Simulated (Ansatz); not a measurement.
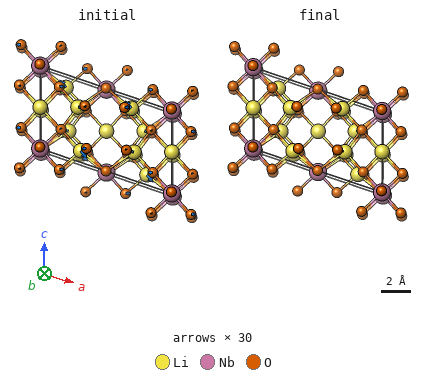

The structure of a crystal of Li$_{5}$NbO$_{5}$ (set up in C2/m) before (left) and after (right) a relaxation, at one scale. The blue arrows give the displacements (the part carried along by the change of the cell is left out), magnified 30 times.

A ball-and-stick model of the conventional cell (2 times the calculation's cell), seen from a free direction. Lengths and directions refer to the drawn axes.

Theory: DFT PBEsol, scalar-relativistic, plane waves, PAW (Ansatz). Settings: plane-wave cutoff 420 eV; k-point mesh 6 × 6 × 4; occupations gaussian; smearing width 0.02 eV; no spin polarisation; cell and atoms relaxed; force threshold 0.005 eV/Å; at most 80 steps.

> What changed between the two?

The largest moves relative to the cell, 0.024 Å, are those of Li atoms. By element the largest moves are Li 0.024 Å, O 0.012 Å. Nb stays in place. The drawn cell changes as follows: a 9.864 → 9.649 Å (−2.2 %), b 4.065 → 4.008 Å (−1.4 %), c 5.885 → 5.777 Å (−1.8 %), β 108.9° → 108.7°; the volume changes by −5.3 %. Among the contacts that change: Li–O 2.300 → 2.227 Å, Li–O 2.398 → 2.342 Å, Li–Nb 2.943 → 2.888 Å, Li–O 2.159 → 2.108 Å. The space group stays C2/m (No. 12). Over 6 accepted moves (8 points after the start) the energy falls by 0.125 eV per cell of the calculation. The largest force component goes from 0.52 to 0.0016 eV/Å. The pressure goes from −6.70 to −0.02 GPa. The SCF was repeated twice at an unchanged geometry on a basis and grid sized afresh for the cell, which shifted the energy by 15.5 meV per cell of the calculation at most. Cost: 34 s on 2 threads of Intel(R) Xeon(R) 6975P-C (Granite Rapids), on a shared host, peak memory 0.57 GiB.
